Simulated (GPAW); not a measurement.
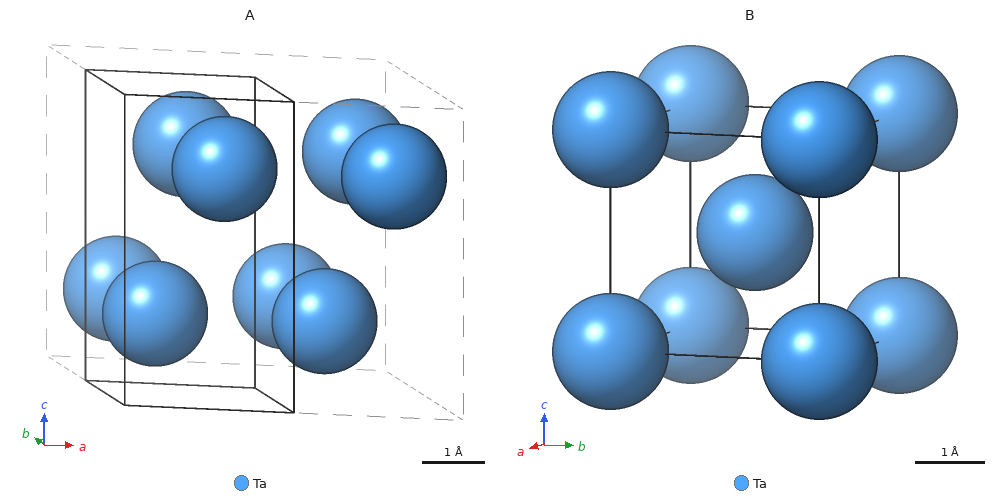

Two structures of Ta, each relaxed (cell and atoms) at zero pressure; conventional cells in solid outline, small ones repeated, each panel with its own scale. Alike in all runs: GPAW 26.7.0; functional PBEsol; potentials PAW data sets generated in the run's folder for this functional; cutoff 600 eV; occupations fermi-dirac, width 0.05 eV; no spin polarisation; no spin-orbit coupling. The k meshes have like spacings.

**Name the structure in each panel.**

A: hexagonal close-packed (Mg type), P6₃/mmc; B: body-centred cubic (W type), Im-3m.

**Rank them by energy, lowest first.**

B, then A (+287 meV/atom), static energies at zero smearing.

**Collect the results in a table.**

| panel | space group | E − E(lowest) (meV/atom) | volume (Å³/atom) |
| --- | --- | --- | --- |
| B | Im-3m | 0 | 17.7 |
| A | P6₃/mmc | 287 | 18.1 |

The starts are database entries or structure types tried for this composition, and the most stable form need not be among them.

Caveat: later steps reuse the first step's grids; spin-orbit coupling is left out, which matters for Ta, if less for volumes and forces than for levels.
